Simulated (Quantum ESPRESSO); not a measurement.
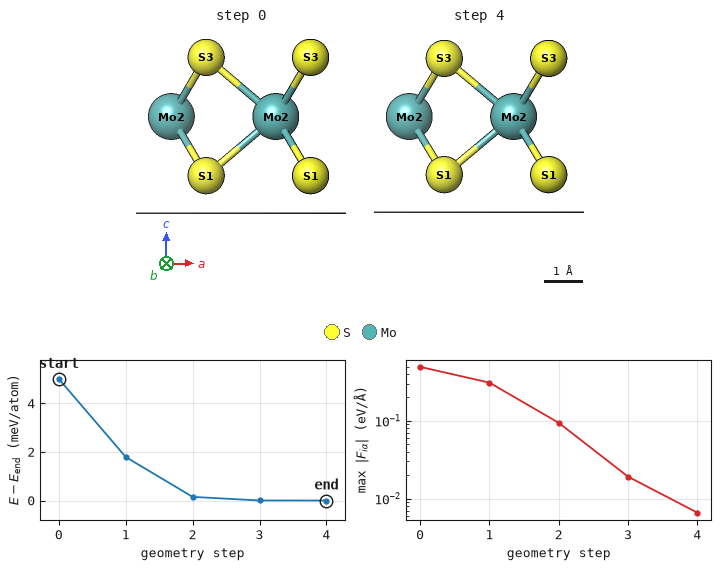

First and last geometry of a relaxation of a free-standing layer of MoS2 (a generated structure, set up in Amm2), with the history of the run. The picture is a ball-and-stick view of the 2 × 2 repeat of the cell, outlined in the plane, without the vacuum, seen along the b axis.

The run lets the atoms move in a fixed cell.

These are results of Kohn-Sham DFT of a periodic cell, LDA, PseudoDojo 0.4.1 SR LDA standard in Quantum ESPRESSO, not measurements.

Input
```
&CONTROL
  calculation = 'relax'
  prefix = 'pwscf'
  outdir = './tmp'
  pseudo_dir = './pseudo'
  tprnfor = .true.
  disk_io = 'low'
  nstep = 40
  forc_conv_thr = 0.0004
  etot_conv_thr = 1d-05
/
&SYSTEM
  ibrav = 0
  nat = 3
  ntyp = 2
  ecutwfc = 80
  nbnd = 20
  occupations = 'smearing'
  smearing = 'gaussian'
  degauss = 0.00146997
/
&ELECTRONS
  conv_thr = 6d-10
  electron_maxstep = 120
  mixing_beta = 0.5
/
&IONS
  ion_dynamics = 'bfgs'
/
ATOMIC_SPECIES
S     32.0600 S.upf
Mo    95.9500 Mo.upf
CELL_PARAMETERS angstrom
   3.2242200000    0.0000000000    0.0000000000
  -1.6121100000    2.6827561754    0.0000000000
   0.0000000000    0.0000000000   21.1300000000
ATOMIC_POSITIONS crystal
S      0.6666666667    0.3333333333    0.4259346900
Mo     0.3333333333    0.6666666667    0.5000000000
S      0.6666666667    0.3333333333    0.5740653100
K_POINTS automatic
10 10 1 0 0 0
```

Launched with:
```bash
OMP_NUM_THREADS=1 pw.x -in pw.in > pw.out
```

**What do the curves and the structures tell?**

It converged. The largest moves relative to the layer's centre, 0.027 Å, are those of S1 and S3. S1 goes at 10° to the normal (+c side). By element the largest moves are S 0.027 Å, Mo 0.009 Å. The cell doesn't change. Some distances before and after: Mo2–S3 2.418 → 2.396 Å, Mo2–S3 (another image) 2.377 → 2.370 Å. Over 4 geometry steps the energy falls by 5.0 meV per atom. The largest force component goes from 0.49 to 0.0066 eV/Å. Cost: 13 min on 1 thread of Intel(R) Xeon(R) Platinum 8259CL CPU @ 2.50GHz (Skylake/Cascade Lake), with other jobs on the host, peak memory 0.28 GiB.
